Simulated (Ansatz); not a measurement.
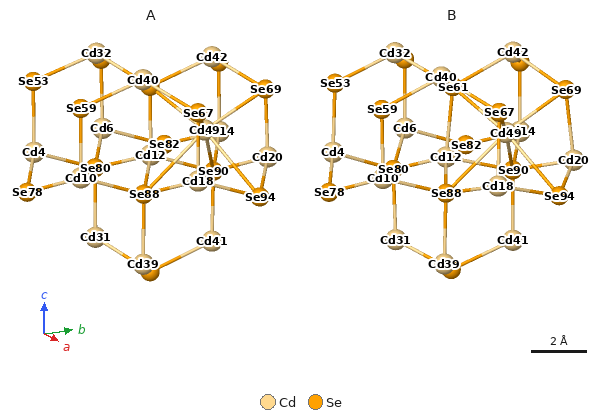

Two geometries of a defect cell of composition Cd49Se48 (cell charge +2), drawn at one scale. One is the start of a relaxation, the other its converged end. The picture is a ball-and-stick view of the atoms within 5.8 Å of the atom that moves most (axes of the cell of the calculation (origin shifted)), seen from a free direction.

The calculation used Ansatz 0.2.0, DFT, PBEsol, PAW, plane waves. Settings: plane-wave cutoff 420 eV; k-point mesh 1 × 1 × 1; mesh shifted by (0.25, 0.25, 0.25); no spin polarisation; atoms relaxed in a fixed cell; force threshold 0.03 eV/Å; at most 80 steps.

### Which geometry has the lower energy?

Structure B is the relaxed one. The largest moves, 0.27 Å, are those of Cd atoms. By element the largest moves are Cd 0.27 Å, Se 0.19 Å. The cell stays as it was. Among the contacts that change: Cd–Cd 2.802 → 3.035 Å, Cd–Cd 2.833 → 3.038 Å, Cd–Se 2.609 → 2.777 Å, Cd–Se 2.583 → 2.739 Å. Among the angles between lasting bonds that change: Cd–Se–Cd 110.0° → 123.2°, Se–Cd–Se 110.0° → 101.3°, Cd–Se–Cd 110.0° → 102.3°. The energy falls by 1.178 eV per cell of the calculation in 3 geometry steps. Largest force component: 1 eV/Å at the start, 0.019 eV/Å at the end. The run took 19 s on 1 × NVIDIA GB300 Max-Q with 8 threads of Arm Neoverse-V2, peak memory 2.9 GiB.

Limits of the set-up: the cell is charged, on a uniform background, and energies carry no finite-size correction.
